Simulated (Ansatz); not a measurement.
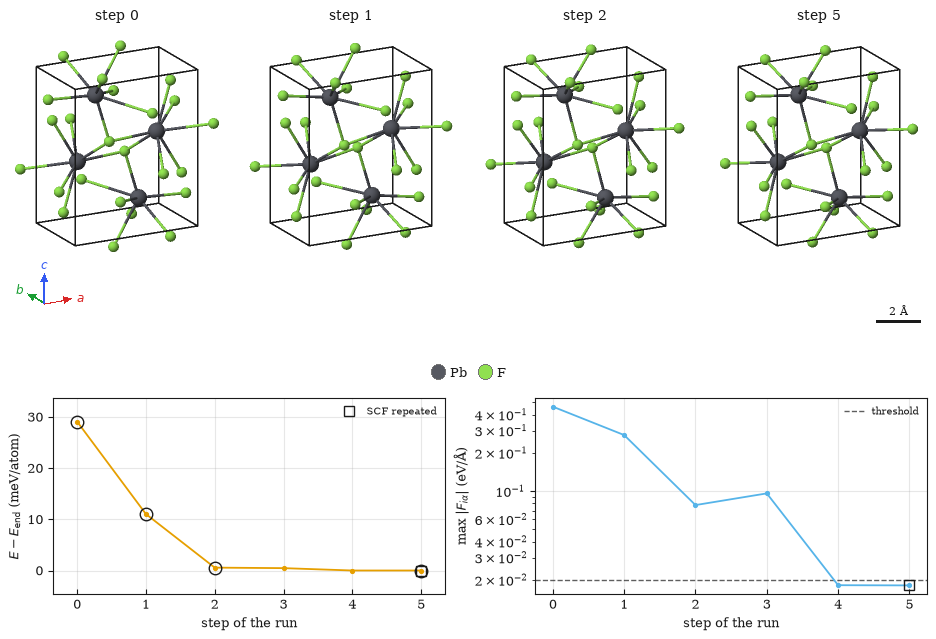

Frames of a relaxation of solid PbF2 (set up in Pnma), marked on the history of the run. A ball-and-stick model of the cell of the calculation, seen from a free direction.

The calculation used DFT, r2SCAN, plane-wave PAW, default files, scalar-relativistic (Ansatz 0.2.0).

The input:
```yaml
crystal:
  lattice:
    - [6.42689, 0.0, 0.0]
    - [0.0, 3.89098, 0.0]
    - [0.0, 0.0, 7.63574]
  atoms:
    - { symbol: Pb, position: [0.756, 0.75, 0.103] }
    - { symbol: Pb, position: [0.244, 0.25, 0.897] }
    - { symbol: Pb, position: [0.744, 0.25, 0.603] }
    - { symbol: Pb, position: [0.256, 0.75, 0.397] }
    - { symbol: F, position: [0.142, 0.75, 0.085] }
    - { symbol: F, position: [0.858, 0.25, 0.915] }
    - { symbol: F, position: [0.358, 0.25, 0.585] }
    - { symbol: F, position: [0.642, 0.75, 0.415] }
    - { symbol: F, position: [0.551, 0.75, 0.814] }
    - { symbol: F, position: [0.449, 0.25, 0.186] }
    - { symbol: F, position: [0.949, 0.25, 0.314] }
    - { symbol: F, position: [0.051, 0.75, 0.686] }
kpoints:
  mp_grid: { grid: [4, 7, 4] }
scf:
  occupations: { method: fermi_dirac, width: 0.01 }
hamiltonian:
  xc: r2scan
  pseudopotentials: { kind: paw }
output:
  forces: true
  stress: true
  populations: true
  efg: { contact_densities: true }
relax:
  f_tol: 0.02
  max_steps: 60
```

Run as
```bash
ansatz run input.yaml --threads 1 --pin off --max-ram 3072MiB --backend cpu --events-out ev --progress --plain --runs-dir out
```

> Describe the path.

The largest moves, 0.30 Å, are those of F9, F10, F11 and F12. F9 goes along [−2 0 3]. Largest moves by element: F 0.30 Å, Pb 0.07 Å. The lattice vectors keep their values. Near-neighbour distances that change, for instance: Pb1–F10 2.842 → 2.643 Å, Pb1–F9 2.570 → 2.415 Å, Pb1–F8 2.492 → 2.619 Å, Pb1–F5 2.485 → 2.558 Å. Bond angles that change, for instance: Pb2–F5–Pb2 101.9° → 105.4°, F5–Pb2–F5 101.9° → 105.4°. The space group stays Pnma (No. 62). The energy falls by 29.1 meV per atom in 4 accepted moves (5 points after the start). The largest force component goes from 0.46 to 0.018 eV/Å. 1 step only repeated the SCF at the same geometry. From step 0 to 1: F atoms move most (0.19 Å), energy −18.1 meV per atom. From step 1 to 2: F atoms move most (0.13 Å), energy −10.5 meV per atom. From step 2 to 5: F atoms move most (0.04 Å), energy −0.6 meV per atom.

```csv
step,"E − E(0), meV/atom","largest force component, eV/Å",note
0,0.00,0.4624,
1,-18.06,0.2764,
2,-28.52,0.0777,
3,-28.62,0.0961,
4,-29.09,0.0182,
5,-29.09,0.0181,"same geometry, SCF repeated"
```
